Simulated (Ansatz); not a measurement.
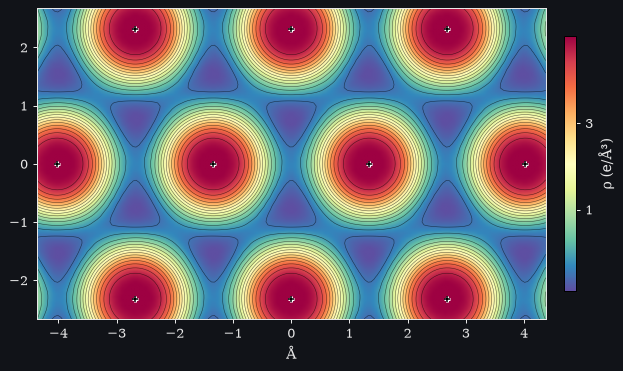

The valence charge density (pseudo) on a plane through atoms (crosses mark nuclei in the plane).

The calculation used DFT, revPBE, plane waves (420 eV) with PAW, scalar-relativistic (Ansatz).

Candidates:
A. Ir, a = 2.68 Å, b = 2.68 Å, c = 4.35 Å, α = 90.00°, β = 90.00°, γ = 120.00°. Space group P6₃/mmc; set up as Ir, hcp; a generated structure, not necessarily the stable one; changed on purpose from its base cell (volume × 0.92); computed pressure about 34 GPa in this cell; computed without spin polarisation.
B. Sc, a = 4.67 Å, b = 4.67 Å, c = 4.67 Å, α = 90.00°, β = 90.00°, γ = 90.00°. Space group Fm-3m; set up as Sc, fcc; a generated structure, not necessarily the stable one; computed without spin polarisation.
C. La, a = 6.99 Å, b = 6.99 Å, c = 6.99 Å, α = 90.00°, β = 90.00°, γ = 90.00°. Space group Fd-3m; set up as La, diamond; a generated structure, not necessarily the stable one; changed on purpose from its base cell (volume × 1.12); computed pressure about −3 GPa in this cell.

Q: Which system is this?

A: Candidate A: Ir on the (001) plane of the conventional cell, which holds Ir. Ir–Ir (2.68 Å): ρ at the midpoint is about 0.48 e/Å³.
